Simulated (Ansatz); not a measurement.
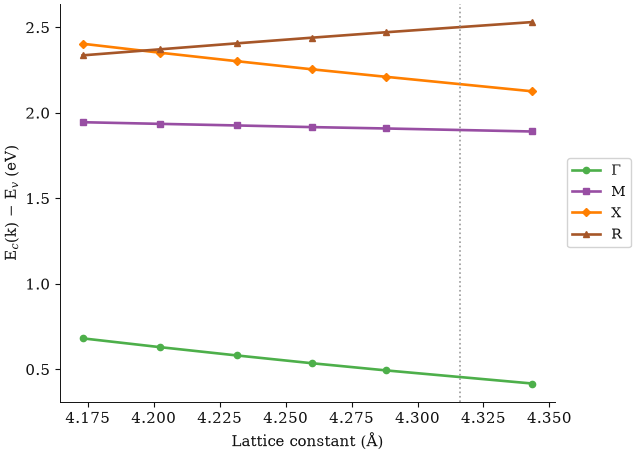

Lowest conduction level at each named k point, counted from the valence-band top at Γ. One run is left out (dotted line).

System: Cu₂O, space group Pn-3m, 6 atoms in the cell. The cell is scaled at fixed shape and fractional positions. Ansatz; revPBE, Ansatz PAW, no spin polarisation, no spin-orbit coupling, 6×6×6 k mesh, 420 eV cutoff, Fermi-Dirac smearing of 0.05 eV.

| cell | Γ (eV) | M (eV) | X (eV) | R (eV) |
| --- | --- | --- | --- | --- |
| a = 4.173 Å | 0.68 | 1.94 | 2.40 | 2.34 |
| a = 4.202 Å | 0.63 | 1.94 | 2.35 | 2.37 |
| a = 4.231 Å | 0.58 | 1.93 | 2.30 | 2.41 |
| a = 4.260 Å | 0.54 | 1.92 | 2.25 | 2.44 |
| a = 4.288 Å | 0.49 | 1.91 | 2.21 | 2.47 |
| a = 4.344 Å | 0.42 | 1.89 | 2.13 | 2.53 |

Q: Estimate the values at a = 4.316 Å.

A: Fits through the other points against the logarithm of the volume give 0.45 eV at Γ, 1.90 eV at M, 2.17 eV at X and 2.50 eV at R (straight lines). The run itself gives 0.45, 1.90, 2.17 and 2.50 eV, within 0.01 eV of the estimates.

The PAW data sets were made with another functional. LDA, GGA and most meta-GGA functionals understate gaps.
